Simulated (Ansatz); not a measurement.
Take the following structure.

```
CELL_PARAMETERS angstrom
2.48118 0.00000 0.00000
0.00000 2.48118 0.00000
0.00000 0.00000 2.50624
ATOMIC_POSITIONS crystal
Be 0.00000 0.00000 0.00000
Be 0.50000 0.50000 0.50000
```

Say what kind of structure these coordinates give.

The element is beryllium. Strictly the space group is I4/mmm (No. 139, within 0.01 Å). It is a distorted form of a body-centred cubic structure, space group Im-3m (No. 229) within 0.25 Å: body-centred cubic (W type). The cell holds two atoms. Each Be atom has eight Be in a cubic arrangement at 2.16 Å around it. The bonds build a three-dimensional framework.

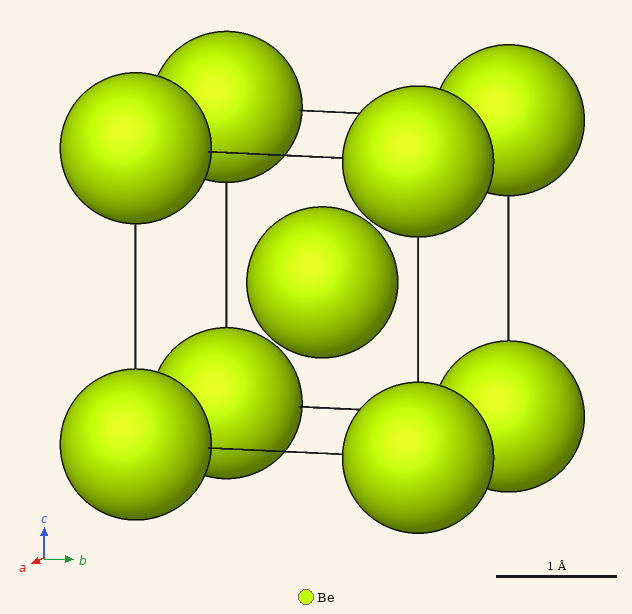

Crystal structure, spheres-only style, seen slightly off an axis. Thin lines show the drawn cell (a repeat of the simulation cell), with boundary atoms drawn in all their periodic places. Colours: beryllium green.

It goes back to a structure listed in the Materials Project. The cell was then strained or its atoms displaced on purpose. A calculation with Ansatz used it as input.
